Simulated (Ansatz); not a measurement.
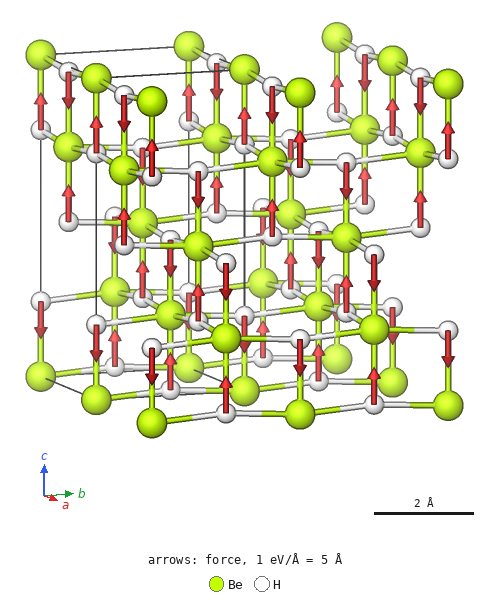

Starting geometry of a crystal of BeH2 (built on the anatase type) with the computed forces as red arrows. The picture is a ball-and-stick view of the conventional cell (2 times the calculation's cell), repeated 2 × 2 × 1 with one cell outlined, seen slightly off an axis. Lengths and directions refer to the drawn axes.

The calculation used Ansatz 0.2.0, DFT, r2SCAN+rVV10, plane waves, PAW.

Input file:
```yaml
crystal:
  lattice:
    - [-1.6069317445, 1.6069317445, 3.3075150989]
    - [1.6069317445, -1.6069317445, 3.3075150989]
    - [1.6069317445, 1.6069317445, -3.3075150989]
  atoms:
    - { symbol: Be, position: [0.75, 0.25, 0.5] }
    - { symbol: Be, position: [0.0, 0.0, 0.0] }
    - { symbol: H, position: [0.5169860383, 0.0169860383, 0.5] }
    - { symbol: H, position: [0.7669860383, 0.7669860383, 0.0] }
    - { symbol: H, position: [0.2330139617, 0.2330139617, 0.0] }
    - { symbol: H, position: [0.9830139617, 0.4830139617, 0.5] }
kpoints:
  mp_grid: { grid: [10, 10, 10] }
hamiltonian:
  xc: r2scan
  dispersion: rvv10
scf:
  occupations: { method: fermi_dirac, width: 0.03 }
relax:
  f_tol: 0.01
  cell: {}
  max_steps: 120
```

Run as
```bash
ansatz run input.yaml --threads 2 --pin off --max-ram 2211MiB --backend cpu --events-out ev --progress --plain --runs-dir out
```

> What follows when this structure is relaxed?

It isn't relaxed: the largest force vector, on H atoms, is 0.16 eV/Å. The atoms end up moving mostly along the starting forces (cosine between the two patterns 1.00). The largest moves relative to the cell, 0.031 Å, are those of H3, H4, H5 and H6. H3 goes along +c. Be stays in place. The volume changes by +1.0 %, with a = b 3.214 → 3.207 Å (−0.2 %), c 6.615 → 6.710 Å (+1.4 %). Near-neighbour distances that change, for instance: Be1–H3 1.541 → 1.533 Å. Bond angles that change, for instance: Be2–H6–Be2 172.0° → 169.7°, H3–Be2–H3 172.0° → 169.7°. The space group stays I4_1/amd (No. 141). After 3 accepted moves (4 points after the start) the energy has fallen by 1.5 meV per atom. Largest force component: 0.16 eV/Å at the start, 0.0013 eV/Å at the end. The pressure goes from 0.03 to −0.03 GPa. The SCF was repeated once at an unchanged geometry on a basis and grid sized afresh for the cell, which shifted the energy by less than 0.05 meV per atom at most.
